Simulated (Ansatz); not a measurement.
System: KCl.

Input file:

```
crystal:
  lattice:
    - [3.7711682885, 0.0269638533, 0.0]
    - [0.0269638533, 3.7711682885, 0.0]
    - [0.0, 0.0, 3.7711682885]
  atoms:
    - { symbol: K, position: [0.0, 0.0, 0.0] }
    - { symbol: Cl, position: [0.5, 0.5, 0.5] }
kpoints:
  mp_grid: { grid: [8, 8, 8] }
  band_path:
    path: [[0.0, 0.0, 0.0], [0.0, 0.5, 0.0], [0.5, 0.5, 0.0], [0.5, 0.5, 0.5]]
    npoints: 1
hamiltonian:
  xc: r2scan
scf:
  occupations: { method: fixed }
  n_extra_bands: 4
output:
  forces: true
  stress: true
  eigenvalues: true
  write_density: true
  write_potential: true
  elf: true
  volumetric_format: npy
```

Launched as:

```sh
ansatz run input.yaml --threads 4 --pin off --max-ram 3686MiB --backend cpu --events-out ev --progress --plain --runs-dir out
```

Below, planes, directions and counts refer to the conventional cell (a = 5.30 Å, b = 5.37 Å, c = 3.77 Å, α = 90.00°, β = 90.00°, γ = 90.00°).

Space group Cmmm; started from the CsCl prototype, which need not be the ambient phase; changed on purpose from its base cell (shear xy strain +1.4%).

All numbers below come from DFT, r2SCAN, plane waves, PAW in Ansatz.

### What can the converged valence pseudo-density and electron localisation function tell about the bonding?

K–Cl (3.25 Å): the density is about 0.07 e/Å³ at the midpoint; the ELF is about 0.05 at the midpoint: a largely ionic contact.

### Metal or insulator at this level of theory?

It is gapped, with a Kohn–Sham gap of 5.8 eV on the k-point mesh (the band edges may lie off the mesh, which would make the gap smaller).

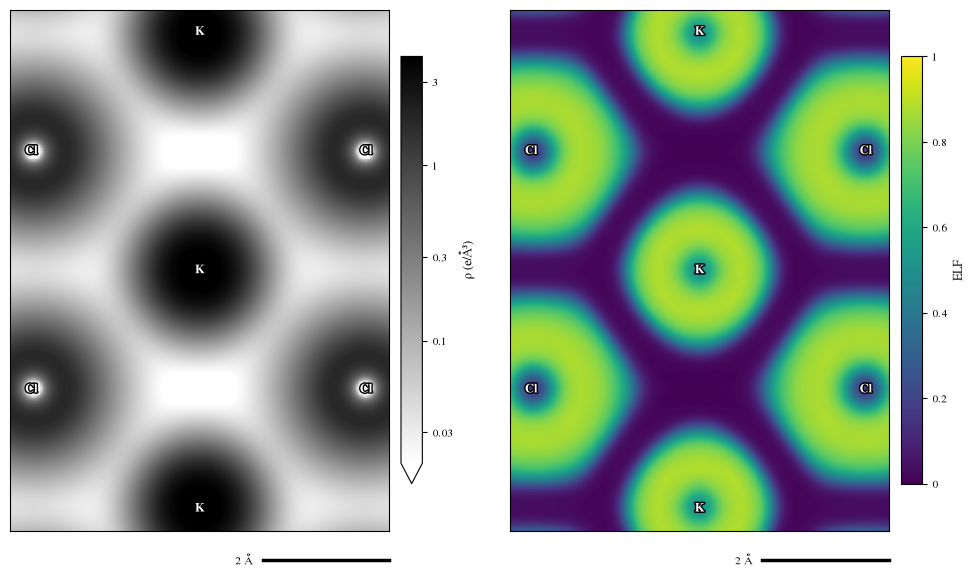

Computed valence pseudo-density and electron localisation function on the (010) plane of the conventional cell, in this order. 

The density is the valence pseudo-density of a PAW calculation; it isn't the true density close to the nuclei.
